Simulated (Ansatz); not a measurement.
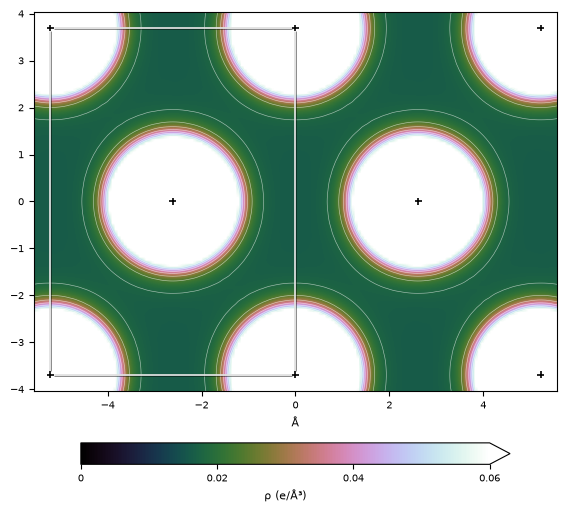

The valence pseudo-density on a plane through atoms (crosses mark nuclei in the plane).

The calculation used DFT, PBEsol, PAW with Ansatz's default frozen-core files, scalar-relativistic; relaxation of cell and atoms in Ansatz 0.2.0.

Candidates:
A. K, a = 5.22 Å, b = 5.22 Å, c = 5.22 Å, α = 90.00°, β = 90.00°, γ = 90.00°. Space group Im-3m; computed without spin polarisation.
B. GaN, a = 4.50 Å, b = 4.50 Å, c = 4.50 Å, α = 90.00°, β = 90.00°, γ = 90.00°. Space group F-43m; a structure from a database of computed crystals, not necessarily the ambient phase.
C. InSb, a = 6.52 Å, b = 6.52 Å, c = 6.52 Å, α = 90.00°, β = 90.00°, γ = 90.00°. Space group F-43m.

Which candidate gave the map?

Answer. Candidate A: K on the (11̄0) plane of the conventional cell, which holds K. K–K (4.52 Å): the density is about 0.02 e/Å³ at the midpoint.
